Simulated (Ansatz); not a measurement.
# Single-point calculation of SnO₂

- system: SnO₂ (Pnnm, 6 atoms in the cell)
- method: DFT PBE, scalar-relativistic, plane waves, PAW, no spin polarisation (Ansatz 0.2.0)

The structure derives from an entry of the Crystallography Open Database. It belongs to a series of runs on one base structure; here: mode 4 (110.0 1/cm) frozen in, largest displacement +0.225 A. Figures and captions count atoms from 1; the log counts them from 0 in places.

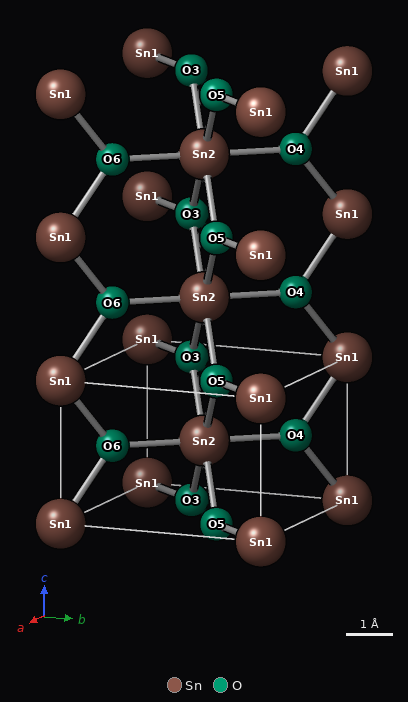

Figure 1. The structure as given in the input (ball-and-stick view of the cell of the calculation, repeated 1 × 1 × 3, seen slightly off an axis; atoms are numbered from 1 in the order of the input). An atom can appear more than once, as a periodic image.

Summary

| quantity | value |
| --- | --- |
| outcome | converged |
| space group (tolerance 0.01 Å) | Pnnm (58) |
| electrons treated | 52 |
| free energy | −14317.8775 eV |
| Fermi energy | 9.022 eV |
| gap on the k-point mesh | 1.02 eV |
| pressure | −1.87 GPa |
| largest force (length of the vector) | 0.272 eV/Å |
| hardware | 2 threads of AMD EPYC (Zen 3), 189 GiB of memory available, shared host |
| wall time | 12 s (CPU time 23 s) |
| peak memory | 0.46 GiB |

Input file
```yaml
crystal:
  lattice:
    - [4.8277049961, 0.0, 0.0]
    - [0.0, 4.8277049961, 0.0]
    - [0.0, 0.0, 3.2379909406]
  atoms:
    - { symbol: Sn, position: [0.0, 0.0, 0.0] }
    - { symbol: Sn, position: [0.5, 0.5, 0.5] }
    - { symbol: O, position: [0.2736496704, 0.3395605022, 0.0] }
    - { symbol: O, position: [0.2263503296, 0.8395605022, 0.5] }
    - { symbol: O, position: [0.7263503296, 0.6604394978, 0.0] }
    - { symbol: O, position: [0.7736496704, 0.1604394978, 0.5] }
basis:
  ecutwfc: 420
kpoints:
  mp_grid: { grid: [6, 6, 8] }
hamiltonian:
  xc: pbe
scf:
  occupations: { method: gaussian, width: 0.05 }
output:
  forces: true
  stress: true
  eigenvalues: true
  write_density: true
  write_potential: true
  elf: true
  volumetric_format: npy
```

Run as:
```bash
ansatz run input.yaml --threads 2 --pin off --max-ram 5120MiB --backend cpu --events-out ev --progress --plain --runs-dir out
```

What the program printed
```
Engine: ansatz 0.2.0, x86_64-unknown-linux-gnu
Pseudopotentials: kind: paw
Pseudopotential: Sn, paw, valence charge 14, recommended cutoff 420 eV (normal), Sn.paw.azcp
Pseudopotential: O, paw, valence charge 6, recommended cutoff 420 eV (normal), O.paw.azcp
Functional definition: PBE
  parameter kappa = 0.804
  parameter beta = 0.06672455060314922
  exchange = pbe_x(kappa = kappa, mu = beta*pi^2/3)
  correlation = pbe_c(beta = beta)
Crystal: 6 atoms, lattice volume = 75.467 Å³
Basis set: ecut = 420 eV, 1495 PW (Γ), exchange–correlation on 72×72×48 points (8 copies of the dense FFT grid, shifted against one another)
Bands: 32, of which v1, the nominal top of the filled ones, is band 26 counted from 1 (25 counted from 0)
Symmetry: 8 space group operations
Space group: Pnnm (ITA 58), of the structure as read, at distance tolerance 4.2e-5 Å
k-points: 80 of 288
Non-local potential: Sn, projectors of the file, l = 0: 2, l = 1: 2, l = 2: 2, l = 3: 2
Non-local potential: O, projectors of the file, l = 0: 2, l = 1: 2, l = 2: 1
PAW form: soft (Blöchl's): semilocal exchange-correlation on the pseudo side does not see the compensation charge
PAW one-centre angular grid: Sn, 590 points (default); XC on 64 Gauss nodes
PAW one-centre angular grid: O, 110 points (default); XC on 64 Gauss nodes
Initial density: superposition of atomic densities (neutral atoms: chi_scale 0, normalization atom), corrected by the library's trained network
Initial wavefunctions: pseudopotential atomic-orbital guess
Functional: x = pbe(κ = 0.804, μ = 0.2195149727645171), c = pbe(β = 0.06672455060314922)
SCF iter   1: F=—  HF=-14317.875588 eV  |F-HF|=—  |Δ(HF+E_count)|=         —  Δρ=1.58e-3  dr2=9.77e-4  ethr=1.77e-3  ⟨swp⟩=6.0  Hψ=11207  notcnv=0  defer=8
preconditioner: auto → Resta (q_TF=auto, 2.564 Å⁻¹)  ε∞=3.6  [insulator: Δε(μ)=1.019 eV  Ē_g=19.112 eV  σ=0.050 eV  W_gap=1.00  n_scr=18 (ndim 8)  ℏωp=30.8 eV  f_vac=0.032  D(μ)=0.00/eV (n_scr^D=0)  ε∞_Penn≈3.6]
SCF iter   2: F=—  HF=-14317.877197 eV  |F-HF|=—  |Δ(HF+E_count)|=   1.61e-3  Δρ=7.07e-4  dr2=1.61e-4  ethr=1.88e-6  ⟨swp⟩=2.0  Hψ=5315  notcnv=0  defer=17
SCF iter   3: F=—  HF=-14317.877427 eV  |F-HF|=—  |Δ(HF+E_count)|=   2.29e-4  Δρ=3.12e-4  dr2=4.46e-5  ethr=3.10e-7  ⟨swp⟩=2.8  Hψ=4295  notcnv=0  defer=17
SCF iter   4: F=—  HF=-14317.877449 eV  |F-HF|=—  |Δ(HF+E_count)|=   2.26e-5  Δρ=4.81e-5  dr2=1.71e-6  ethr=8.57e-8  ⟨swp⟩=2.0  Hψ=3471  notcnv=0  defer=17
iter 5 did not close the SCF: its close was put off for the readings that it lacked (scf_convergence_deferred on its scf_iter line)
SCF iter   5: F=-14317.877451 eV  HF=-14317.877451 eV  |F-HF|=1.05e-7  |Δ(HF+E_count)|=   1.95e-6  Δρ=1.26e-5  dr2=8.00e-8  ethr=3.28e-9  ⟨swp⟩=2.0  Hψ=3685  notcnv=0  defer=17
SCF iter   6: F=-14317.877451 eV  HF=-14317.877451 eV  |F-HF|=2.37e-9  |Δ(HF+E_count)|=   1.26e-7  Δρ=3.01e-6  dr2=4.55e-9  ethr=1.54e-10  ⟨swp⟩=10.3  Hψ=18670  notcnv=0
SCF 1 converged in 6 iterations: F = -14317.877451 eV  dr2 = 4.55e-9
  greatest PAW one-centre occupation: 0.996 electrons in one spin orbital (limit 2), on the Sn atom at site 1 (counted from 0), in its partial waves of l = 2
SCF converged after 6 iterations
Free energy (F): -14317.877451 eV
Harris-Foulkes:  -14317.877451 eV  (|F-HF|=2.37e-9)
Internal energy: -14317.877451 eV  (E = F + TS)
E sigma→0 (E₀):  -14317.877451 eV
Fermi energy:    9.021734 eV
--- Per-component energies (eV) ---
  E_band       = -153.299862
  E_kinetic    = 1076.417224
  E_local      = -2922.223685  (includes V_loc(G=0)·N_el)
  E_nonlocal   = 133.508631
  E_hartree    = 1504.232757
  E_xc         = -1053.076962
  E_vxc        = -561.385368  (∫ρ·V_xc dr)
  E_paw        = -8927.499014  (= ΣΔE_a)
  E_vpaw       = -888.090981  (= ΣTr[D̂ρ^β])
  E_aug_tail   = 0.009788  (compensation charges beyond the density's cutoff)
  E_ewald      = -4129.246192
  E_smearing   = -0.000000  (= −TS)
  E_closure    = -0.000000  (closes the sum)
  Σ components = -14317.877451   (vs F -14317.877451, Δ=0.00e0)
--- Forces (eV/Å), atoms counted from 1 ---
  atom   1  Sn     0.00000000     0.00000000     0.00000000
  atom   2  Sn     0.00000000     0.00000000     0.00000000
  atom   3  O      0.25590685    -0.09180501     0.00000000
  atom   4  O     -0.25590685    -0.09180501     0.00000000
  atom   5  O     -0.25590685     0.09180501     0.00000000
  atom   6  O      0.25590685     0.09180501     0.00000000
  max |Σ_I F_I| component: 5.55e-17 eV/Å
--- Stress (GPa, compression-positive) ---
       -2.978060       0.000000       0.000000
        0.000000      -0.645295       0.000000
        0.000000       0.000000      -1.984022
  P = ⅓ Tr σ = -1.8691 GPa (-18.691 kbar)
--- Band table (eV; the first three rows and the last of 80) ---
  k-point 0: bands = ["-12.2551", "-11.6296", "-11.4503", "-11.4204", "-11.4122", "-11.3468", "-11.3290", "-11.2609", "-11.2358", "-11.2332", "-9.8402", "-8.2274", "-8.0229", "-6.7032", "0.8692", "4.3945", "5.0806", "5.3974", "5.8450", "6.7023", "6.8593", "7.4498", "7.6420", "8.0330", "8.1968", "8.4161", "9.5286", "14.2876", "14.7905", "14.9625", "18.8350", "19.2844"]
  k-point 1: bands = ["-12.1926", "-11.5664", "-11.5311", "-11.5259", "-11.4274", "-11.3553", "-11.3238", "-11.2610", "-11.2537", "-11.2483", "-9.7528", "-8.0236", "-7.8372", "-6.8002", "0.8814", "4.5496", "4.9116", "5.4848", "5.8279", "5.9546", "6.5577", "6.9209", "7.1531", "8.0861", "8.1803", "8.4712", "10.3999", "14.5656", "15.4078", "15.5581", "17.9728", "19.2740"]
  k-point 2: bands = ["-12.0294", "-11.7694", "-11.7683", "-11.4625", "-11.3667", "-11.3528", "-11.3094", "-11.2858", "-11.2804", "-11.2619", "-9.4678", "-7.5593", "-7.4173", "-7.1055", "0.9559", "4.2681", "4.6653", "4.9773", "5.5508", "5.9253", "6.1454", "6.2462", "6.3806", "8.0246", "8.0692", "8.2034", "11.8992", "14.9395", "16.7984", "16.8437", "17.2545", "19.2101"]
  k-point 79: bands = ["-12.0653", "-12.0653", "-11.6514", "-11.6514", "-11.3268", "-11.3268", "-11.2791", "-11.2791", "-11.2299", "-11.2299", "-8.1146", "-8.1146", "-7.0051", "-7.0051", "1.1317", "1.1317", "4.0075", "4.0075", "6.2926", "6.2926", "6.3210", "6.3210", "7.8017", "7.8017", "8.0883", "8.0883", "12.9955", "12.9955", "17.3602", "17.3602", "19.0982", "19.0982"]
```

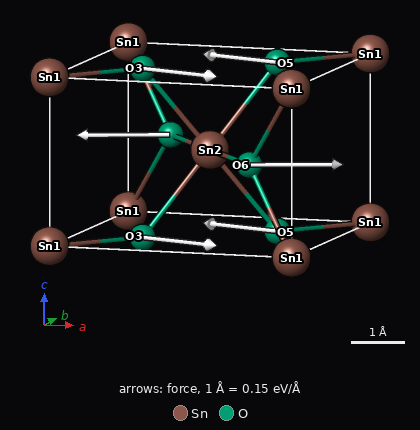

Figure 2. Forces on the atoms as white arrows (ball-and-stick view of the cell of the calculation, seen slightly off an axis; atoms are numbered from 1 in the order of the input). The largest act on all 4 O atoms (0.27 eV/Å). The geometry is not a stationary point of this energy.

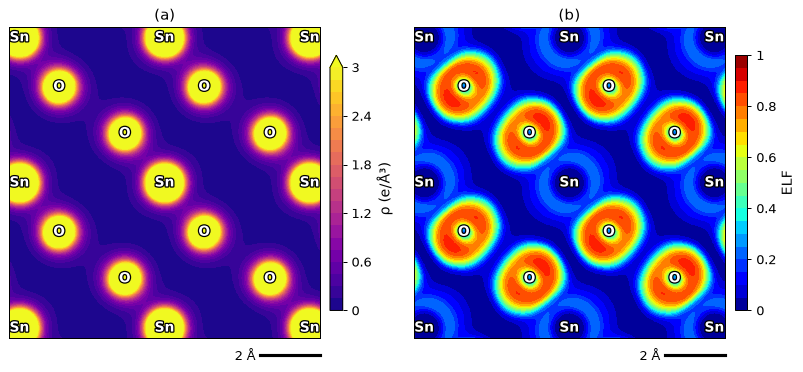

Figure 3. (a) valence pseudo-density; (b) electron localisation function on the (001) plane of the conventional cell. Sn–O (2.11 Å): ρ at the midpoint is about 0.6 e/Å³; the ELF is about 0.25 at the midpoint. Away from the nuclei the density in this plane falls to 0.02 e/Å³ at its lowest. In a PAW calculation such maps are meaningful between the atoms, not at the nuclei.

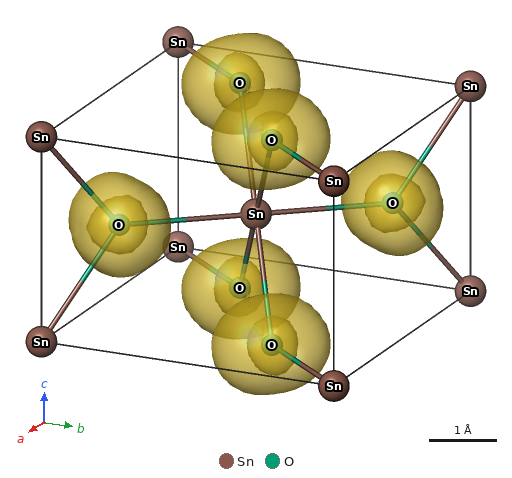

Figure 4. Isosurface of the electron localisation function at 0.75 (yellow), seen slightly off an axis. Only the valence region is drawn (cores and ρ < 0.01 e/Å³ removed). Sticks mark near contacts. The outline is the cell set on symmetry axes. Profiles from the grid: Sn–O (2.10 Å): the ELF is about 0.25 at the midpoint.
